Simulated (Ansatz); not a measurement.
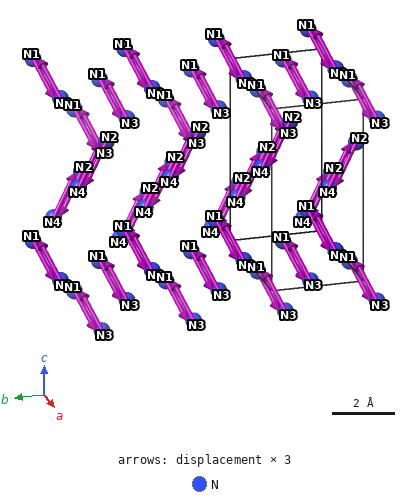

A relaxation of a crystal of N (built on the iodine_64 type) (coarse preliminary run). The starting structure is drawn; purple arrows show the displacements (the part carried along by the change of the cell is left out), 3 times their true length.

Style: ball-and-stick. Shown: the conventional cell (2 times the calculation's cell), repeated 1 × 3 × 1 with one cell outlined, from a free direction. Lengths and directions refer to the drawn axes.

Case: iodine type (Cmce, No. 64).

Computed with DFT PBE, scalar-relativistic, plane waves, PAW in Ansatz. Set-up: plane-wave cutoff 420 eV; k-point mesh 6 × 6 × 4; occupations gaussian; smearing width 0.1 eV; no spin polarisation; cell and atoms relaxed; force threshold 0.04 eV/Å; at most 70 steps.

Question: What happened in the run?

Answer: The largest moves relative to the cell, 0.55 Å, are those of N1, N2, N3 and N4. N3 goes along [0 1 1]. Cell: a 4.734 → 6.408 Å (+35.4 %), b 3.129 → 4.268 Å (+36.4 %), c 6.381 → 7.532 Å (+18.0 %). Volume +118.0 %. Among the contacts that change: N1–N3 1.764 → 1.102 Å. The space group stays Cmce (No. 64). The energy falls by 16.914 eV per cell of the calculation in 16 accepted moves (21 points after the start). The largest force component goes from 6.1 to 0.012 eV/Å. The pressure goes from −32.36 to 0.23 GPa. The line search rejected the trial step at point 19 of the run. At 4 points the geometry stayed and the basis and grid were re-selected for the new cell (energy shift of 0.242 eV per cell of the calculation at most each time).
